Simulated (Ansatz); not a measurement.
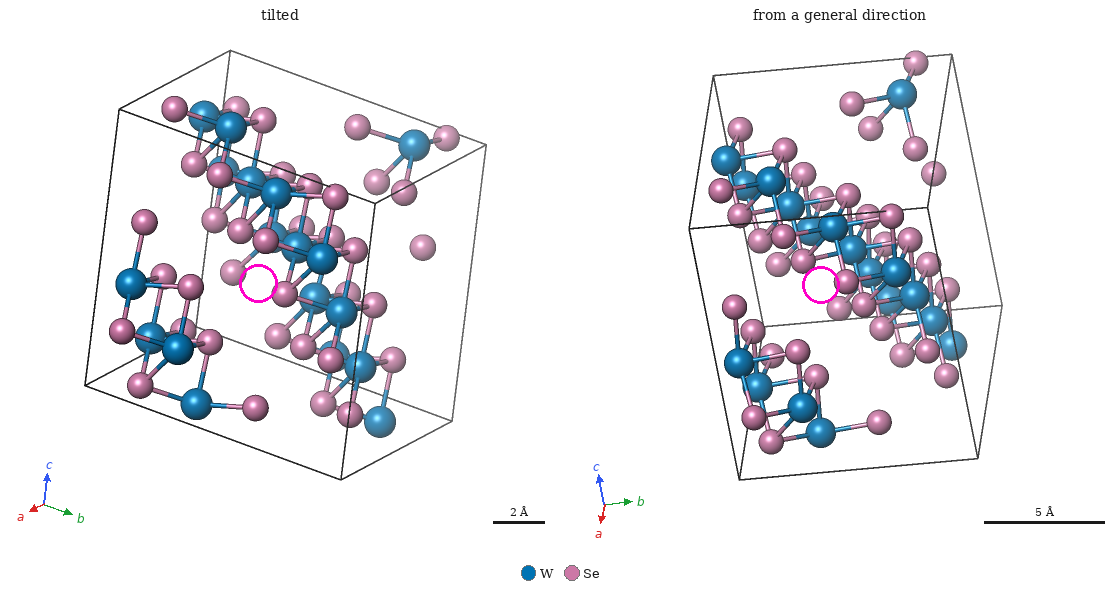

Ball-and-stick representation of a periodic structure, projected slightly off an axis and from a general direction. One supercell is outlined, and atoms on its boundary appear in each equivalent place. The host is WSe$_{2}$, in a cell of 48 sites, and the cell carries a charge of +1. A ring marks the defect's site.

**Describe the defect.**

A selenium vacancy. Around the empty site lie three W at about 2.5 Å.

The structure was taken from a structure listed in the Materials Project, repeated into a supercell with a point defect put in. Earlier steps of the study, as a rule a relaxation of our own, may have changed the cell and positions, so they can lie some per cent off the listed ones. It was set up as input for a calculation with Ansatz.
